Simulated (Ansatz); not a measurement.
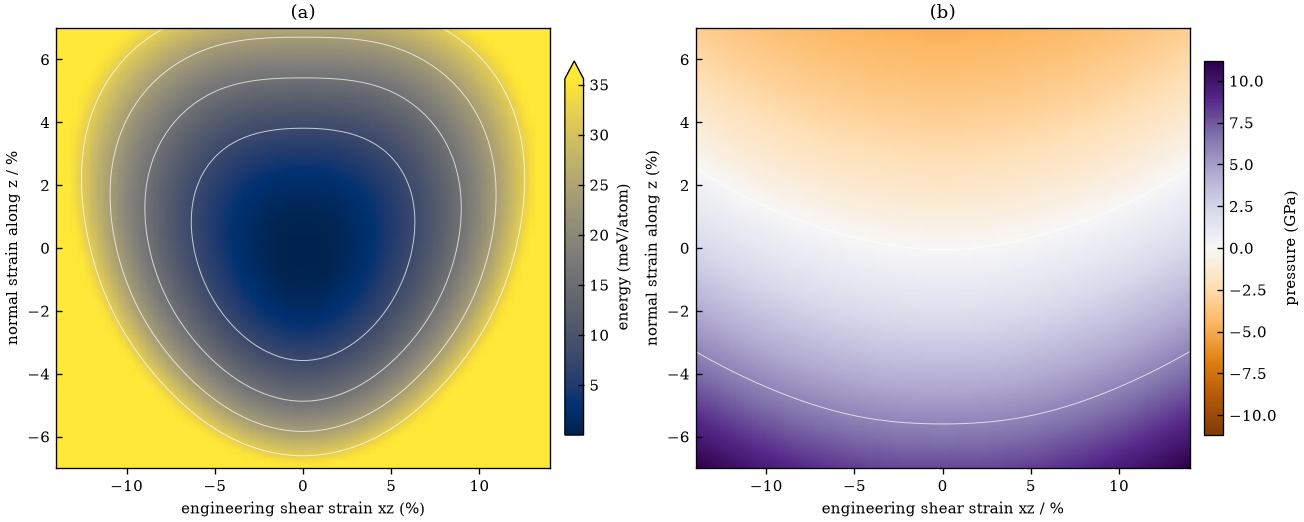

Al (Fm-3m, No. 225; 1 atom in the cell). The energy is mapped over two homogeneous strains (x, y and z along the cube axes). Coordinates scanned: (1) engineering shear strain xz; (2) normal strain along z. Nothing is relaxed (symmetry fixes all fractional coordinates). Grid: 7 × 7 points; 28 points were computed and 21 follow by symmetry. Points are written as (first, second). All energies are given in meV/atom relative to the lowest grid point. These are results of Ansatz, DFT PBE+D3(BJ), scalar-relativistic, plane waves, PAW, not measurements. Settings: cutoff 420 eV, k-mesh 20×20×20, gaussian smearing 0.15 eV, no spin polarisation.

Panel (a) is the energy; panel (b) is the computed pressure, in GPa.

In the figure: a smooth colour map with a few white contour lines, one colour for all values above the top of the scale. Between grid points the surface is interpolated.

**How does the pressure vary over the map, and what is it at the lowest grid point?**

It runs from −4.7 GPa at (0.0 %, 7.00 %) to 11.2 GPa at (−14.0 %, −7.00 %). At the lowest grid point, (0.0 %, 0.00 %), it is 0.0 GPa.

PAW datasets: the set soft_1.
